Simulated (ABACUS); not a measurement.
# Band-structure run of HfO₂ (part 2 of 2)

The same run, continued: HfO₂ (6 atoms in the cell); Kohn-Sham DFT of a periodic cell, PBEsol, PseudoDojo NC SR 0.5 PBE stringent, no spin polarisation (ABACUS 3.10.1); cutoff 1795.95 eV, 6×6×4 k-mesh, fermi-dirac of 0.05 eV. The structure derives from a Materials Project entry.

Geometry of the input (Å; fractional positions):
```
3.5580  0.0000  0.0000
0.0000  3.5580  0.0000
0.0000  0.0000  5.1719
Hf 0.0000  0.0000  0.0000
Hf 0.5000  0.5000  0.5000
O  0.0000  0.5000  0.1972
O  0.5000  0.0000  0.3028
O  0.5000  0.0000  0.8028
O  0.0000  0.5000  0.6972
```

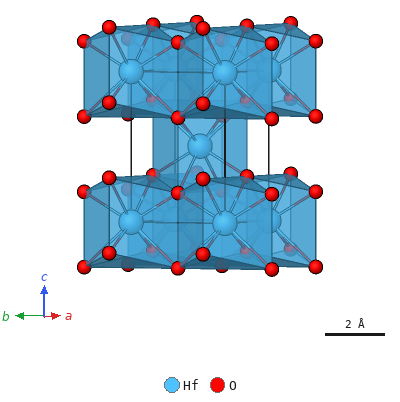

*The structure (polyhedral view of the cell of the calculation, seen at an oblique angle; polyhedra are completed across the faces of the cell). An atom can appear more than once, as a periodic image.*

**The program's output, continued**
```
----------------------------------------------------------
 E_KohnSham     -1268.2072254489     -17254.8445108755
 E_Harris       -1268.1431728058     -17253.9730299579
 E_Fermi        1.1583049157         15.7595468755
----------------------------------------------------------

 PW ALGORITHM --------------- ION=   1  ELEC=   7--------------------------------

 Density error is 1.04253488454e-06
                          Error Threshold = 1.83538881177e-08
----------------------------------------------------------
     Energy           Rydberg                 eV
----------------------------------------------------------
 E_KohnSham     -1268.2072281543     -17254.8445476844
 E_Harris       -1268.1957740279     -17254.6887063004
 E_Fermi        1.1586383619         15.7640836436
----------------------------------------------------------

 PW ALGORITHM --------------- ION=   1  ELEC=   8--------------------------------

 Density error is 7.56552363832e-08
                          Error Threshold = 1.37175642703e-09
----------------------------------------------------------
     Energy           Rydberg                 eV
----------------------------------------------------------
 E_KohnSham     -1268.2072283390     -17254.8445501972
 E_Harris       -1268.2107639862     -17254.8926551451
 E_Fermi        1.1586616130         15.7643999911
----------------------------------------------------------

 PW ALGORITHM --------------- ION=   1  ELEC=   9--------------------------------

 Density error is 6.57693190094e-09
                          Error Threshold = 9.95463636621e-11
----------------------------------------------------------
     Energy           Rydberg                 eV
----------------------------------------------------------
 E_KohnSham     -1268.2072283541     -17254.8445504027
 E_KS(sigma->0) -1268.2072283541     -17254.8445504027
 E_Harris       -1268.2071412515     -17254.8433653116
 E_band         4.1930342255         57.0491573765
 E_one_elec     -654.1722059301      -8900.4694738789
 E_Hartree      414.1033259722       5634.1647939739
 E_xc           -195.5626836772      -2660.7668141818
 E_Ewald        -832.5756647190      -11327.7730563158
 E_entropy(-TS) -0.0000000000        -0.0000000000
 E_descf        0.0000000000         0.0000000000
 E_exx          0.0000000000         0.0000000000
 E_Fermi        1.1586649751         15.7644457348
----------------------------------------------------------

 charge density convergence is achieved
 final etot is -17254.84455 eV
 EFERMI = 15.764445735 eV

 STATE ENERGY(eV) AND OCCUPATIONS    NSPIN == 1
 1/8 kpoint (Cartesian) = 0.0000 0.0000 0.0000 (11299 pws)
       1       -45.5932      0.0138889
       2       -45.5759      0.0138889
       3       -14.7077      0.0138889
       4       -14.3291      0.0138889
       5       -14.3291      0.0138889
       6       -14.2619      0.0138889
       7       -14.2139      0.0138889
       8       -14.2139      0.0138889
       9       -3.51495      0.0138889
      10       -1.87251      0.0138889
      11       -1.51164      0.0138889
      12       -1.01932      0.0138889
      13        4.79349      0.0138889
      14        4.79387      0.0138889
      15        4.79387      0.0138889
      16        4.80925      0.0138889
      17        4.80925      0.0138889
      18        4.84310      0.0138889
      19        4.85820      0.0138889
      20        4.85820      0.0138889
      21        4.86192      0.0138889
      22        4.86908      0.0138889
      23        4.87064      0.0138889
      24        4.88018      0.0138889
      25        4.88018      0.0138889
      26        5.06715      0.0138889
      27        9.12650      0.0138889
      28        9.70673      0.0138889
      29        9.91902      0.0138889
      30        9.91902      0.0138889
      31        11.8912      0.0138889
      32        11.8912      0.0138889
      33        13.2167      0.0138889
      34        13.2167      0.0138889
      35        13.8516      0.0138889
      36        14.4285      0.0138889
      37        14.4786      0.0138889
      38        14.4786      0.0138889
      39        19.1744    3.34405e-32
      40        19.2008    1.97006e-32
      41        20.4484    2.87464e-43
      42        20.6797    2.81313e-45
      43        20.9409    1.51513e-47
      44        22.0861    1.71017e-57
      45        23.6185    8.38483e-71
      46        23.6185    8.38483e-71
      47        25.4361    1.36624e-86
      48        25.4361    1.36624e-86
      49        25.9432        0.00000
      50        28.2105        0.00000
      51        28.2694        0.00000
      52        29.2486        0.00000

 2/8 kpoint (Cartesian) = 0.046843 0.0000 0.0000 (11327 pws)
       1       -45.5906      0.0555556
       2       -45.5756      0.0555556
       3       -14.6674      0.0555556
       4       -14.4046      0.0555556
       5       -14.3179      0.0555556
       6       -14.3029      0.0555556
       7       -14.2745      0.0555556
       8       -14.2181      0.0555556
       9       -3.26022      0.0555556
      10       -1.81113      0.0555556
      11       -1.52857      0.0555556
      12       -1.10619      0.0555556
      13        4.78505      0.0555556
      14        4.79650      0.0555556
      15        4.79727      0.0555556
      16        4.80986      0.0555556
      17        4.82063      0.0555556
      18        4.84202      0.0555556
      19        4.85054      0.0555556
      20        4.85244      0.0555556
      21        4.85836      0.0555556
      22        4.86520      0.0555556
      23        4.86967      0.0555556
      24        4.87721      0.0555556
      25        4.88084      0.0555556
      26        5.03110      0.0555556
      27        9.09247      0.0555556
      28        9.82673      0.0555556
      29        10.1109      0.0555556
      30        10.6835      0.0555556
      31        11.5277      0.0555556
      32        11.8987      0.0555556
      33        12.9629      0.0555556
      34        13.0152      0.0555556
      35        13.8447      0.0555556
      36        13.9639      0.0555556
      37        14.3019      0.0555556
      38        14.4749      0.0555556
      39        19.4785    3.05640e-34
      40        19.6636    7.53223e-36
      41        20.3543    7.55142e-42
      42        20.6700    1.36749e-44
      43        21.5514    3.02200e-52
      44        22.2500    2.58221e-58
      45        23.1155    7.84601e-66
      46        23.6445    1.99285e-70
      47        24.7391    6.19222e-80
      48        25.3002    8.28514e-85
      49        25.5035    1.42077e-86
      50        27.7695        0.00000
      51        28.4285        0.00000
      52        29.3997        0.00000

 3/8 kpoint (Cartesian) = 0.093685 0.0000 0.0000 (11302 pws)
       1       -45.5846      0.0555556
       2       -45.5759      0.0555556
       3       -14.5710      0.0555556
       4       -14.5394      0.0555556
       5       -14.4716      0.0555556
       6       -14.3299      0.0555556
       7       -14.2898      0.0555556
       8       -14.2321      0.0555556
       9       -2.67132      0.0555556
      10       -1.82476      0.0555556
      11       -1.53024      0.0555556
      12       -1.26787      0.0555556
      13        4.78284      0.0555556
      14        4.80440      0.0555556
      15        4.80510      0.0555556
      16        4.81076      0.0555556
      17        4.82483      0.0555556
      18        4.82633      0.0555556
      19        4.84068      0.0555556
      20        4.84803      0.0555556
      21        4.84918      0.0555556
      22        4.85082      0.0555556
      23        4.87547      0.0555556
      24        4.88210      0.0555556
      25        4.88401      0.0555556
      26        4.95567      0.0555556
      27        9.60709      0.0555556
      28        10.0164      0.0555556
      29        10.6544      0.0555556
      30        10.9525      0.0555556
      31        11.9959      0.0555556
      32        12.0563      0.0555556
      33        12.3022      0.0555556
      34        12.3279      0.0555556
      35        13.0386      0.0555556
      36        13.6868      0.0555556
      37        14.2634      0.0555556
      38        14.4983      0.0555556
      39        19.6619    7.79687e-36
      40        19.9070    5.79396e-38
      41        20.3522    7.87517e-42
      42        20.6735    1.27439e-44
      43        21.8831    3.96995e-55
      44        22.6831    4.46725e-62
      45        23.3663    5.19661e-68
      46        23.5377    1.68704e-69
      47        23.8116    7.05196e-72
      48        24.8686    4.64940e-81
      49        25.1613    1.33180e-83
      50        26.9206        0.00000
      51        27.9035        0.00000
      52        28.5782        0.00000

 4/8 kpoint (Cartesian) = 0.14053 0.0000 0.0000 (11328 pws)
       1       -45.5788      0.0277778
       2       -45.5788      0.0277778
       3       -14.5904      0.0277778
       4       -14.5904      0.0277778
       5       -14.4285      0.0277778
       6       -14.4285      0.0277778
       7       -14.2574      0.0277778
       8       -14.2574      0.0277778
       9       -2.11898      0.0277778
      10       -2.11898      0.0277778
      11       -1.42834      0.0277778
      12       -1.42834      0.0277778
      13        4.79575      0.0277778
      14        4.79575      0.0277778
      15        4.80959      0.0277778
      16        4.80959      0.0277778
      17        4.82292      0.0277778
      18        4.82292      0.0277778
      19        4.84180      0.0277778
      20        4.84180      0.0277778
      21        4.84304      0.0277778
      22        4.84304      0.0277778
      23        4.88118      0.0277778
      24        4.88118      0.0277778
      25        4.90411      0.0277778
      26        4.90411      0.0277778
      27        10.0300      0.0277778
      28        10.0300      0.0277778
      29        11.3692      0.0277778
      30        11.3692      0.0277778
      31        11.4483      0.0277778
      32        11.4483      0.0277778
      33        12.3400      0.0277778
      34        12.3400      0.0277778
      35        13.1326      0.0277778
      36        13.1326      0.0277778
      37        14.3988      0.0277778
      38        14.3988      0.0277778
      39        19.5990    1.37014e-35
      40        19.5990    1.37014e-35
      41        20.6479    1.06352e-44
      42        20.6479    1.06352e-44
      43        21.9880    2.43370e-56
      44        21.9880    2.43370e-56
      45        23.6590    7.45101e-71
      46        23.6590    7.45101e-71
      47        24.2705    3.63807e-76
      48        24.2705    3.63807e-76
      49        26.1985        0.00000
      50        26.1985        0.00000
      51        27.6215        0.00000
      52        27.6215        0.00000

 5/8 kpoint (Cartesian) = 0.046843 0.046843 0.0000 (11291 pws)
       1       -45.5882      0.0555556
       2       -45.5752      0.0555556
       3       -14.6303      0.0555556
       4       -14.4363      0.0555556
       5       -14.3522      0.0555556
       6       -14.3515      0.0555556
       7       -14.2833      0.0555556
       8       -14.2583      0.0555556
       9       -3.01012      0.0555556
      10       -1.72320      0.0555556
      11       -1.55287      0.0555556
      12       -1.19602      0.0555556
      13        4.78230      0.0555556
      14        4.79751      0.0555556
      15        4.80165      0.0555556
      16        4.81085      0.0555556
      17        4.82577      0.0555556
      18        4.83957      0.0555556
      19        4.84506      0.0555556
      20        4.84969      0.0555556
      21        4.85533      0.0555556
      22        4.86683      0.0555556
      23        4.87053      0.0555556
      24        4.87173      0.0555556
      25        4.87455      0.0555556
      26        4.99925      0.0555556
      27        9.22890      0.0555556
      28        9.98642      0.0555556
      29        10.2305      0.0555556
      30        10.8857      0.0555556
      31        11.3785      0.0555556
      32        12.1601      0.0555556
      33        12.1846      0.0555556
      34        12.8858      0.0555556
      35        13.6086      0.0555556
      36        14.1444      0.0555556
      37        14.4425      0.0555556
      38        14.5160      0.0555556
      39        19.7842    6.76016e-37
      40        19.8533    1.69713e-37
      41        20.3260    1.32894e-41
      42        20.5670    1.07161e-43
      43        22.1411    2.27954e-57
      44        22.3528    3.30411e-59
      45        22.7782    6.67104e-63
      46        23.4704    6.48696e-69
      47        24.4678    1.40778e-77
      48        24.7786    2.80901e-80
      49        25.1103    3.69303e-83
      50        27.7634        0.00000
      51        29.1608        0.00000
      52        29.1797        0.00000

 6/8 kpoint (Cartesian) = 0.093685 0.046843 0.0000 (11302 pws)
       1       -45.5826       0.111111
       2       -45.5751       0.111111
       3       -14.5569       0.111111
       4       -14.5466       0.111111
       5       -14.4982       0.111111
       6       -14.3511       0.111111
       7       -14.3179       0.111111
       8       -14.2832       0.111111
       9       -2.43718       0.111111
      10       -1.68125       0.111111
      11       -1.57337       0.111111
      12       -1.35086       0.111111
      13        4.78291       0.111111
      14        4.80454       0.111111
      15        4.80752       0.111111
      16        4.81299       0.111111
      17        4.82486       0.111111
      18        4.82611       0.111111
      19        4.83895       0.111111
      20        4.84654       0.111111
      21        4.84897       0.111111
      22        4.85347       0.111111
      23        4.86802       0.111111
      24        4.87672       0.111111
      25        4.88056       0.111111
      26        4.93402       0.111111
      27        9.83680       0.111111
      28        10.2357       0.111111
      29        10.2450       0.111111
      30        10.7176       0.111111
      31        11.1378       0.111111
      32        12.3118       0.111111
      33        12.3418       0.111111
      34        12.6135       0.111111
      35        13.4490       0.111111
      36        14.0690       0.111111
      37        14.2505       0.111111
      38        14.4996       0.111111
      39        19.9912    2.15239e-38
      40        20.0473    7.00829e-39
      41        20.3282    2.54220e-41
      42        20.4335    3.09763e-42
      43        22.0260    4.55915e-56
      44        22.6713    1.13058e-61
      45        22.9957    1.72009e-64
      46        23.4607    1.57429e-68
      47        23.8589    5.46897e-72
      48        24.2703    1.46155e-75
      49        24.8808    7.28302e-81
      50        27.3546        0.00000
      51        28.5274        0.00000
      52        28.8513        0.00000

[... levels at 2 further k points ...]

------------------------------------------------------------------------------------------
 TOTAL-FORCE (eV/Angstrom)
------------------------------------------------------------------------------------------
                       Hf1         0.0000000000         0.0000000000         0.0000000000
                       Hf2         0.0000000000         0.0000000000         0.0000000000
                        O1         0.0000000000         0.0000000000         0.0645530538
                        O2         0.0000000000         0.0000000000        -0.0645530538
                        O3         0.0000000000         0.0000000000        -0.0645530538
                        O4         0.0000000000         0.0000000000         0.0645530538
------------------------------------------------------------------------------------------

----------------------------------------------------------------
 TOTAL-STRESS (KBAR)
----------------------------------------------------------------
        12.7458710799         0.0000000000         0.0000000000
         0.0000000000        12.7458710799         0.0000000000
         0.0000000000         0.0000000000         7.3273641326
----------------------------------------------------------------
 TOTAL-PRESSURE: 10.939702 KBAR

 --------------------------------------------
 !FINAL_ETOT_IS -17254.8445504026567505 eV
 --------------------------------------------
```

**Standard output**
```
ABACUS v3.10.1

               Atomic-orbital Based Ab-initio Computation at UStc

 dft_functional readin is: pbesol
 dft_functional in pseudopot file is: PBE
 Please make sure this is what you need
 dft_functional readin is: pbesol
 dft_functional in pseudopot file is: PBE
 Please make sure this is what you need

%%%%%%%%%%%%%%%%%%%%%%%%%%%%%%%%%%%%%%%%%%%%%%%%%%%%%%%%%%%%%%%%%%%%%%%%%%%%%%%%%%%%%%%%%%%%%%%%%%%%%%%%%
 Warning: the number of valence electrons in pseudopotential > 4 for Hf: [Xe] 4f14 5d2 6s2
 Pseudopotentials with additional electrons can yield (more) accurate outcomes, but may be less efficient.
 If you're confident that your chosen pseudopotential is appropriate, you can safely ignore this warning.
%%%%%%%%%%%%%%%%%%%%%%%%%%%%%%%%%%%%%%%%%%%%%%%%%%%%%%%%%%%%%%%%%%%%%%%%%%%%%%%%%%%%%%%%%%%%%%%%%%%%%%%%%

 UNIFORM GRID DIM        : 50 * 50 * 72
 UNIFORM GRID DIM(BIG)   : 50 * 50 * 72
 ---------------------------------------------------------
 Self-consistent calculations for electrons
 ---------------------------------------------------------
 SPIN    KPOINTS         PROCESSORS  THREADS
 1       30              4           4
 ---------------------------------------------------------
 Use plane wave basis
 ---------------------------------------------------------
 ELEMENT NATOM       XC
 Hf      2
 O       4
 ---------------------------------------------------------
 Initial plane wave basis and FFT box
 ---------------------------------------------------------
 -------------------------------------------
 SELF-CONSISTENT :
 -------------------------------------------
 START CHARGE      : atomic
 ITER       ETOT/eV          EDIFF/eV         DRHO     TIME/s
 DA1     -1.72432980e+04   0.00000000e+00   1.9451e+00   7.25
 DA2     -1.72490193e+04  -5.72122881e+00   2.0102e+00   6.22
 DA3     -1.72547633e+04  -5.74398627e+00   2.5202e-02   5.63
 DA4     -1.72548394e+04  -7.61563049e-02   3.0098e-03   5.91
 DA5     -1.72548444e+04  -4.99191414e-03   1.1862e-04   5.47
 DA6     -1.72548445e+04  -1.06132423e-04   1.3949e-05   5.72
 DA7     -1.72548445e+04  -3.68088769e-05   1.0425e-06   6.20
 DA8     -1.72548446e+04  -2.51284499e-06   7.5655e-08   5.87
 DA9     -1.72548446e+04  -2.05416644e-07   6.5769e-09   6.91
----------------------------------------------------------------
 TOTAL-STRESS (KBAR)
----------------------------------------------------------------
        12.7458710799         0.0000000000         0.0000000000
         0.0000000000        12.7458710799         0.0000000000
         0.0000000000         0.0000000000         7.3273641326
----------------------------------------------------------------
 TOTAL-PRESSURE: 10.939702 KBAR
```

**Key numbers**

- outcome: converged
- space group (tolerance 0.01 Å): P4₂/nmc (137)
- electrons treated: 76
- free energy: −17254.8446 eV
- Fermi energy: 15.764 eV
- gap on the k-point mesh: 4.63 eV
- pressure: 1.09 GPa
- largest force (length of the vector): 0.065 eV/Å
- hardware: 4 threads of Intel Xeon (Granite Rapids), 128 GiB of memory available, shared host
- wall time: 60 s (CPU time 3.9 min)
- peak memory: 1.3 GiB

**Notes**

Spin–orbit coupling is left out, which matters for Hf.
